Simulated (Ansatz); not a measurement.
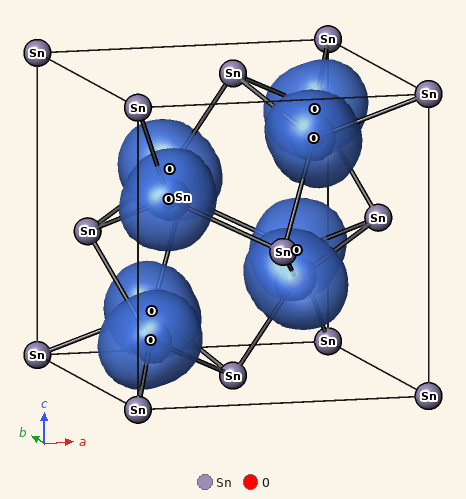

*SnO2. Isosurface of the ELF at 0.7 (blue), seen slightly off an axis. Core shells and regions of very low density are left out. Sticks mark near contacts.*

Space group P2₁/c; a structure from a database of computed crystals, not necessarily the ambient phase; changed on purpose from its base cell (strain +0.0175 x Voigt [0, 0, 0, 0, 0, 1], atoms carried along).

These are results of DFT PBE, scalar-relativistic, plane waves, PAW in Ansatz 0.2.0, not measurements.

Core electrons are frozen (PAW), and the valence fields are smoothed inside the atomic spheres.

Question: Identify the bonds, lone pairs and shells in this picture.

Answer: The surface consists of eight regions wrapped around O (the valence shell of each), counted in one cell of 12 atoms. Regions shared between cells count once. Along the contacts the grid gives the following. Sn–O (2.10 Å): the ELF peaks at about 0.80 in the valence shell of O, 0.6 Å from its nucleus, and is about 0.25 at the midpoint; no localised pair shows between them.

Question: Does the calculation give a band gap?

Answer: It is gapped, with a Kohn–Sham gap of 0.56 eV on the k-point mesh (the band edges may lie off the mesh, which would make the gap smaller).
